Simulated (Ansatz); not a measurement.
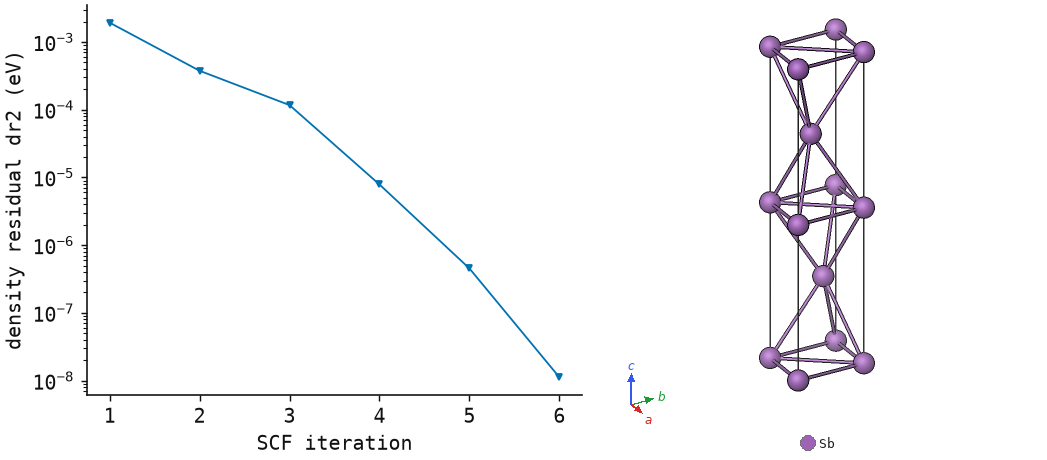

Beside the plot: the structure in its conventional cell.

The plot shows the SCF iterations of a calculation: density residual dr2. The starting density is a sum of atomic densities corrected by a trained network.

Sb (4 atoms in the cell), run with Ansatz.

```
crystal:
  lattice:
    - [3.3070309669, 0.0, 0.0]
    - [-1.6535154834, 2.8639728284, 0.0]
    - [0.0, 0.0, 11.0341401413]
  atoms:
    - { symbol: Sb, position: [0.0, 0.0, 0.0] }
    - { symbol: Sb, position: [0.3333333333, 0.6666666667, 0.25] }
    - { symbol: Sb, position: [0.0, 0.0, 0.5] }
    - { symbol: Sb, position: [0.6666666667, 0.3333333333, 0.75] }
basis:
  ecutwfc: 420
kpoints:
  mp_grid: { grid: [12, 12, 4] }
hamiltonian:
  xc: pbe
  dispersion: d3bj
scf:
  occupations: { method: gaussian, width: 2.0 }
  max_iter: 50
output:
  forces: true
  eigenvalues: true
  stress: true
```

Command:
```bash
ansatz run input.yaml --threads 1 --pin off --max-ram 2560MiB --backend cpu --events-out ev --progress --plain --runs-dir out
```

How did this run end?

Answer. It converged, after 6 iterations. The residual falls at every step. From the first spectrum the program read the system as a metal and chose the Kerker preconditioner.

Is anything amiss with this input?

Answer. The input holds a fault (a smearing of electronvolts). The SCF closed all the same, which doesn't make the results meaningful for the real system.
